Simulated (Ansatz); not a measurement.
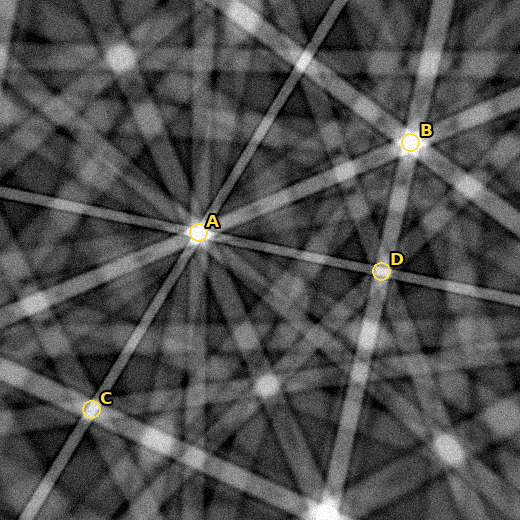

Simulated Kikuchi (electron backscatter) pattern at 20 kV: kinematic bands of width 2θ(Bragg) in gnomonic projection, seen from the camera side; the frame spans ±37° from its centre. Crystal: Ta, space group Fd-3m (No. 227), a = 6.162 Å. Structure: the input geometry of an electronic-structure calculation (not necessarily at equilibrium); the starting structure was generated, so it need not be a known form of this composition.

Pole A is [110] and pole B is [11-1].

Question: Index the poles C and D.

Answer: C is [211], 30.0° from A and 61.9° from B. D is [21-1], 30.0° from A and 19.5° from B.

Question: Which band joins A and B, and how wide is it?

Answer: It comes from the planes common to both zones. The strongest order is 2 -2 0 with d = 2.179 Å, so the band is 2θ = 2.3° wide (λ = 0.0859 Å). Other orders of the same planes (4 -4 0) lie on the same centre line with other widths.
